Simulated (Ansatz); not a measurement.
# TiAl₃ (interface cell): what the fields show

The calculation's input:

```
crystal:
  lattice:
    - [5.6281834865, 0.0, 0.0]
    - [-2.8140917432, 4.8741498765, 0.0]
    - [0.0, 0.0, 14.1093916901]
  atoms:
    - { symbol: Ti, position: [0.0005365523, 0.0002682761, 0.0125814899] }
    - { symbol: Ti, position: [0.6666666667, 0.3333333333, 0.1666666667] }
    - { symbol: Ti, position: [0.3327967811, 0.6663983905, 0.3207518434] }
    - { symbol: Al, position: [-0.0029818716, 0.4985090642, 0.0053012162] }
    - { symbol: Al, position: [0.6666666667, 0.8333333333, 0.1666666667] }
    - { symbol: Al, position: [0.336315205, 0.1681576025, 0.3280321172] }
    - { symbol: Al, position: [0.4967587293, -0.0033739113, 0.4954773212] }
    - { symbol: Al, position: [0.1666666667, 0.3333333333, 0.1666666667] }
    - { symbol: Al, position: [0.8365746041, 0.6665340261, 0.3378560121] }
    - { symbol: Al, position: [0.4967587293, 0.5001326406, 0.4954773212] }
    - { symbol: Al, position: [0.8365746041, 0.170040578, 0.3378560121] }
    - { symbol: Al, position: [0.1666666667, 0.8333333333, 0.1666666667] }
    - { symbol: Al, position: [0.9970181284, -0.0014909358, 0.5053012162] }
    - { symbol: Al, position: [0.6666666667, 0.3333333333, 0.6666666667] }
    - { symbol: Al, position: [0.336315205, 0.6681576025, 0.8280321172] }
    - { symbol: Ti, position: [0.0005365523, 0.5002682761, 0.5125814899] }
    - { symbol: Ti, position: [0.6666666667, 0.8333333333, 0.6666666667] }
    - { symbol: Ti, position: [0.3327967811, 0.1663983905, 0.8207518434] }
    - { symbol: Al, position: [0.4967587293, 0.0001326406, -0.0045226788] }
    - { symbol: Al, position: [0.1666666667, 0.3333333333, 0.6666666667] }
    - { symbol: Al, position: [0.8365746041, 0.670040578, 0.8378560121] }
    - { symbol: Al, position: [0.4967587293, 0.4966260887, -0.0045226788] }
    - { symbol: Al, position: [0.8365746041, 0.1665340261, 0.8378560121] }
    - { symbol: Al, position: [0.1666666667, 0.8333333333, 0.6666666667] }
basis:
  ecutwfc: 420
kpoints:
  mp_grid: { grid: [9, 9, 6] }
hamiltonian:
  xc: pbe
scf:
  occupations: { method: gaussian, width: 0.1 }
output:
  forces: true
  stress: true
  eigenvalues: true
  write_density: true
  write_potential: true
  elf: true
  volumetric_format: npy
```

Launched as:

```sh
ansatz run input.yaml --threads 4 --pin off --max-ram 11264MiB --backend cpu --events-out ev --progress --plain --runs-dir out
```

Computed without spin polarisation.

Method: Ansatz, DFT PBE, scalar-relativistic, plane waves, PAW.

Core electrons are frozen (PAW), and the valence fields are smoothed inside the atomic spheres.

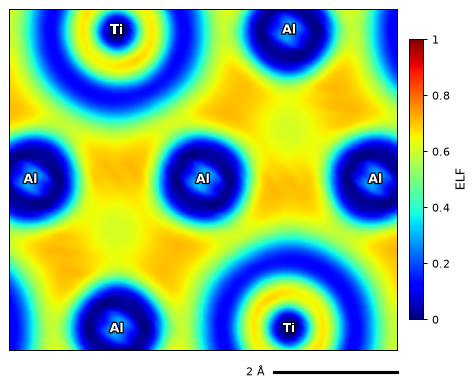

Figure 1. Electron localisation function on the (001) plane of the calculation cell.

### Read the bonding off the picture.

- Atoms in the plane: Al and Ti.
- Ti–Al (2.81 Å): the ELF is about 0.35 at the midpoint.
- Al–Al (2.81 Å): the ELF peaks at about 0.70 between the atoms.
- The features right at Ti lie inside the PAW spheres, where the map follows smoothed inner orbitals and isn't to be read closely.

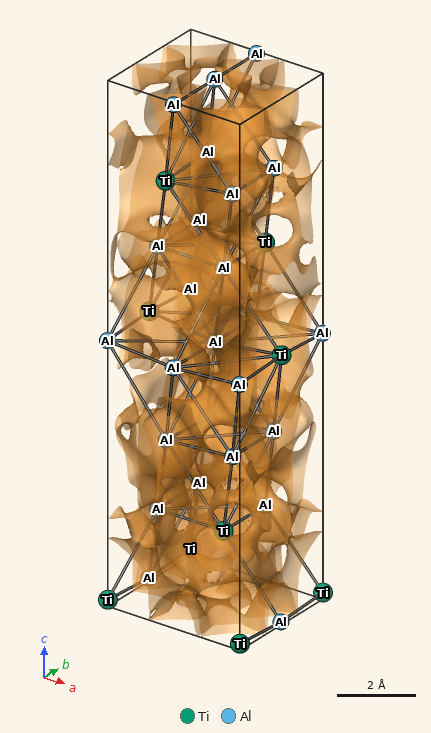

Figure 2. Isosurface of the electron localisation function at 0.6 (orange), seen slightly off an axis. Core shells and regions of very low density are left out. Sticks mark near contacts.

### Identify the bonds, lone pairs and shells in this picture.

The ELF exceeds this value in one network that runs through the whole crystal, counted in one cell of 24 atoms. Any copies at cell faces, edges or corners count once. Profiles from the grid: Ti–Al (2.71 Å): the ELF is about 0.35 at the midpoint. Al–Al (2.77 Å): the ELF peaks at about 0.65 between the atoms.

### Does the calculation give a band gap?

It is gapless in this calculation (a metal or semimetal).
